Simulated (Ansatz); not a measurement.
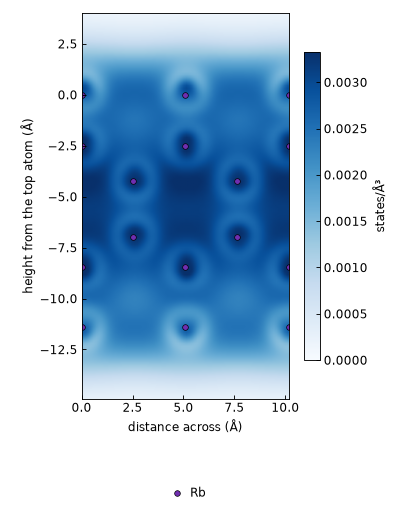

Density of all states between 0.00 and +0.25 eV (zero: the Fermi level) of Rb(100) (P6_3/mmc bulk, the cell from a database of computed structures, not from a measurement, 6 atomic planes (those closer than 0.6 Å count as one), 11 Å): side view, averaged along the second cell vector.

The picture shows the smooth PAW orbitals' density alone; the shares below count all of it.

Level of theory: DFT PBE, scalar-relativistic, plane waves, PAW in Ansatz. Cutoff 420 eV, 14 × 9 k-points, Gaussian smearing 0.1 eV, dipole correction. The slab is a cut without reconstruction beyond its cell, at the source's lattice constants, with its lower half held fixed and the rest relaxed. Of the two ways to cut these planes this one leaves the wide spacing on top (2.94 Å as cut, then 1.47 Å); the other cut leaves better-bound surface atoms. This isn't the element's usual bcc form. No spin polarisation. The run warns that the functional's potential is rough in the thin density of the vacuum, where the tip is; weak contrasts and barriers may feel it.

Where in the slab do these states sit?

The window holds 1.8 states per cell. Shares by plane (space cut midway between planes), top to bottom: Rb 20 %, Rb 14 %, Rb 16 %, Rb 15 %, Rb 14 %, Rb 21 %; the outer planes' shares include the vacuum, and density in a gap between layers is shared out between the planes on either side.
